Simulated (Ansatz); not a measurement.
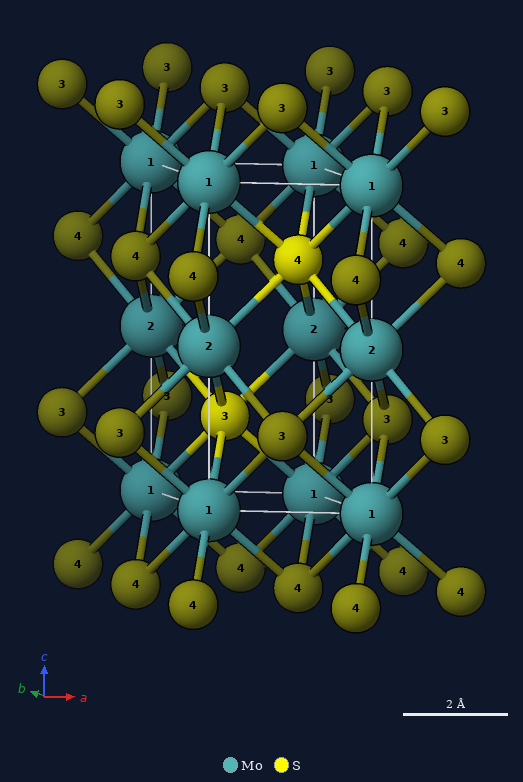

*The structure (ball-and-stick view of the cell of the calculation, seen slightly off an axis; neighbours outside the cell are drawn fainter; atoms are numbered from 1 in the order of the input). An atom can appear more than once, as a periodic image.*

# MoS: single-point calculation (part 1 of 3)

MoS (P6₃/mmc, 4 atoms in the cell), computed with DFT PBEsol+U, scalar-relativistic, plane waves, PAW, Ueff = 4 eV on Mo d (Ansatz 0.2.0).

The structure was built on a prototype by a generator; it need not be a known phase. The run did not end well. It belongs to a series of runs on one base structure; here: large parallel starting moments. Figures and captions count atoms from 1; the log counts them from 0 in places.

## Log
```
Mo: projections on atomic orbitals take those of the free atom [Ar 3d10] 4s2 4p6 4d5 5s1, of charge +0.00 (hamiltonian.pseudopotentials.projection_atoms); the dataset's partial waves leave at most 6.0e-6 of an orbital's norm unspanned inside its sphere
S: projections on atomic orbitals take those of the free atom [Ne] 3s2 3p4, of charge +0.00 (hamiltonian.pseudopotentials.projection_atoms); the dataset's partial waves leave at most 1.6e-7 of an orbital's norm unspanned inside its sphere
Engine: ansatz 0.2.0, x86_64-unknown-linux-gnu
Pseudopotentials: kind: paw
Pseudopotential: Mo, paw, valence charge 14, recommended cutoff 420 eV (normal), Mo.paw.azcp
Pseudopotential: S, paw, valence charge 6, recommended cutoff 420 eV (normal), S.paw.azcp
Functional definition: PBEsol
  exchange = pbesol_x
  correlation = pbesol_c
Crystal: 4 atoms, lattice volume = 56.448 Å³
Basis set: ecut = 420 eV, 1113 PW (Γ), exchange–correlation on 48×48×90 points (8 copies of the dense FFT grid, shifted against one another)
Bands: 29, of which v1, the nominal top of the filled ones, is band 20 counted from 1 (19 counted from 0)
Symmetry: 24 space group operations
Space group: P63/mmc (ITA 194), of the structure as read, at distance tolerance 3.8e-5 Å
Magnetic group: BNS 194.263 (UNI 1493), of the structure as read, at distance tolerance 3.8e-5 Å
k-points: 185 of 2592
Non-local potential: Mo, projectors of the file, l = 0: 3, l = 1: 2, l = 2: 2, l = 3: 1
Non-local potential: S, projectors of the file, l = 0: 2, l = 1: 2, l = 2: 2
PAW form: soft (Blöchl's): semilocal exchange-correlation on the pseudo side does not see the compensation charge
PAW frozen core: Mo, regenerated for the run's functional, and the local potential with it (the file was generated under x = pbe(κ = 0.804, μ = 0.2195149727645171), c = pbe(β = 0.06672455060314922))
PAW frozen core: S, regenerated for the run's functional, and the local potential with it (the file was generated under x = pbe(κ = 0.804, μ = 0.2195149727645171), c = pbe(β = 0.06672455060314922))
PAW one-centre angular grid: Mo, 590 points (default); XC on 64 Gauss nodes
PAW one-centre angular grid: S, 110 points (default); XC on 64 Gauss nodes
Initial density: superposition of atomic densities (chi_scale 0.1, normalization cell)
Starting moments: Σ|m| = 7 μB on 2 of 4 sites
Initial wavefunctions: pseudopotential atomic-orbital guess
Functional: x = pbesol(κ = 0.804, μ = 0.12345679012345678), c = pbesol(β = 0.046)
```
